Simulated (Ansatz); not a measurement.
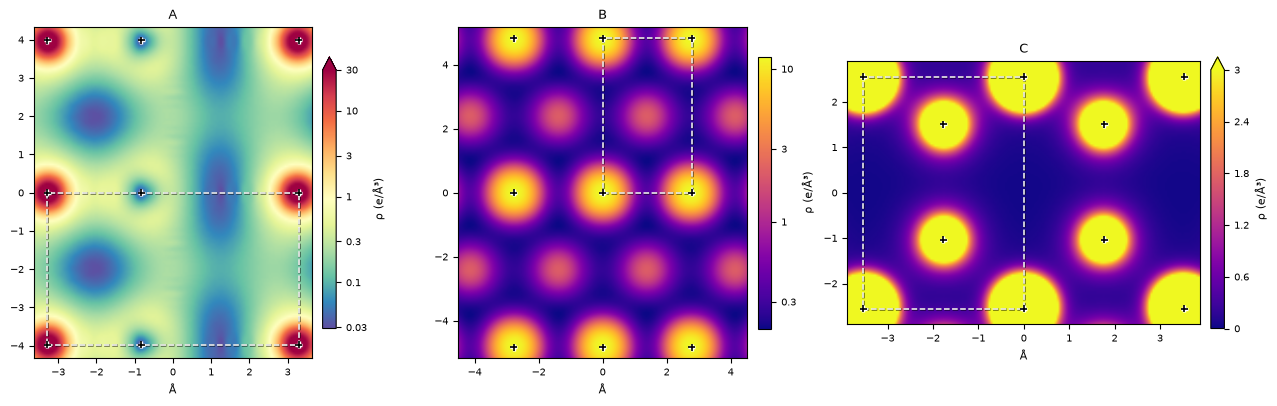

The valence electron density of 3 systems, each on a plane through atoms (crosses mark nuclei in the plane).

Computed with Kohn-Sham DFT of a periodic cell, LDA, Ansatz PAW (Ansatz).

System 1: SiGe, the (11̄0) plane of the conventional cell. Space group P6₃mc; a structure from a database of computed crystals, not necessarily the ambient phase; computed pressure about −6 GPa in this cell.

System 2: Pt, the (100) plane of the conventional cell. Space group P6₃/mmc; a structure from a database of computed crystals, not necessarily the ambient phase; computed pressure about −20 GPa in this cell.

```yaml
crystal:
  lattice:
    - [2.77895, 0.00000, 0.00000]
    - [-1.38947, 2.40664, 0.00000]
    - [0.00000, 0.00000, 4.82387]
  atoms:
    - { symbol: Pt, position: [0.33333, 0.66667, 0.25000] }
    - { symbol: Pt, position: [0.66667, 0.33333, 0.75000] }
```

System 3: HfO$_{2}$, the (010) plane of the conventional cell. Space group P4₂/nmc; a structure from a database of computed crystals, not necessarily the ambient phase.

```cif
data_structure
_symmetry_space_group_name_H-M 'P 1'
_symmetry_Int_Tables_number 1
_cell_length_a 3.5370
_cell_length_b 3.5370
_cell_length_c 5.1024
_cell_angle_alpha 90.000
_cell_angle_beta 90.000
_cell_angle_gamma 90.000
_cell_volume 63.83
loop_
_atom_site_label
_atom_site_type_symbol
_atom_site_fract_x
_atom_site_fract_y
_atom_site_fract_z
_atom_site_occupancy
Hf1 Hf 0.00000 0.00000 0.00000 1
Hf2 Hf 0.50000 0.50000 0.50000 1
O1 O 0.00000 0.50000 0.20369 1
O2 O 0.50000 0.00000 0.29631 1
O3 O 0.50000 0.00000 0.79631 1
O4 O 0.00000 0.50000 0.70369 1
```

Which map belongs to which system?

Answer. Panel A is system 1, SiGe: the plane holds Ge and Si. Si–Ge (2.46 Å): ρ is about 0.47 e/Å³ halfway. Panel B is system 2, Pt: the plane holds Pt. Pt–Pt (2.78 Å): ρ is about 0.37 e/Å³ halfway. Panel C is system 3, HfO$_{2}$: the plane holds Hf and O. Hf–O (2.05 Å): ρ at the midpoint is about 0.85 e/Å³.
